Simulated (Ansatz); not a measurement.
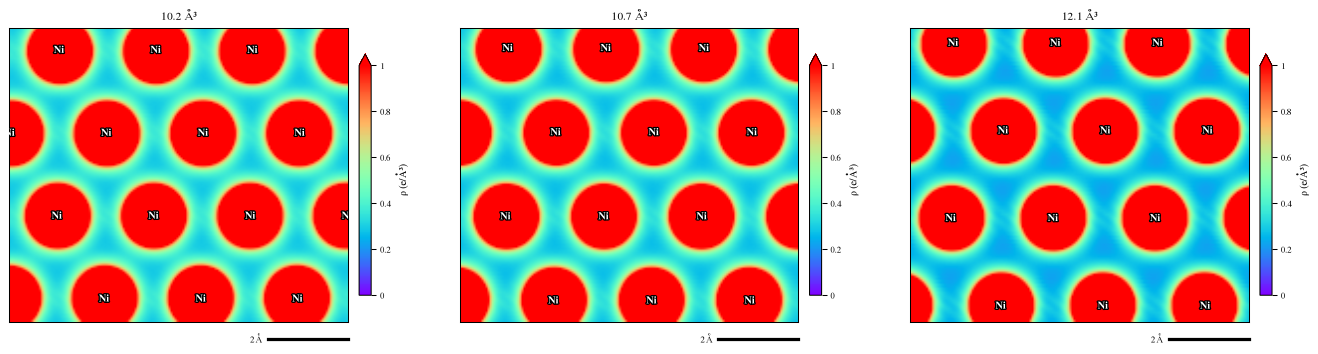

Ni. The valence pseudo-density of cells scaled evenly to different volumes (given per atom above each panel), on the (11̄0) plane of each (indices in the axes of the cell below), at one length scale and on one colour scale.

A generated structure, not necessarily the stable one; spin-polarised.

The calculation used DFT, BLYP, plane waves (420 eV) with PAW, scalar-relativistic in Ansatz 0.2.0.

In a PAW calculation such maps are meaningful between the atoms, not at the nuclei.

The largest cell:

```
CELL_PARAMETERS angstrom
-3.08441 3.08306 1.27854
3.08306 -3.08441 1.27854
1.59262 1.59262 -1.28103
ATOMIC_POSITIONS crystal
Ni 0.99998 0.00002 0.00000
Ni 0.75002 0.24998 0.50000
```

| volume (Å³/atom) | Ni–Ni contact in the plane (Å) | ρ at its midpoint (e/Å³) | pressure (GPa) | largest moment (μB) | 
| --- | --- | --- | --- | --- |
| 10.23 | 2.388 | 0.372 | 28.4 | 0.59 | 
| 10.69 | 2.424 | 0.345 | 16.5 | 0.60 | 
| 11.62 | 2.492 | ? | ? | ? | 
| 12.09 | 2.525 | 0.285 | −5.9 | 0.66 | 
| 12.55 | 2.557 | 0.269 | −10.4 | 0.68 | 

Q: Estimate the missing row, and compare with the calculation.

A: Over the known rows ln ρ falls by 1.91 per Å of Ni–Ni distance (a least-squares line), which gives 0.304 e/Å³ at 2.492 Å; the calculation gives 0.303 e/Å³. For the pressure, a straight line in volume between the neighbouring rows gives 1.6 GPa; the calculation gives −0.1, lower because pressure rises ever faster on compression. For the largest moment, a straight line in volume between the neighbouring rows gives 0.64 μB; the calculation gives 0.64.
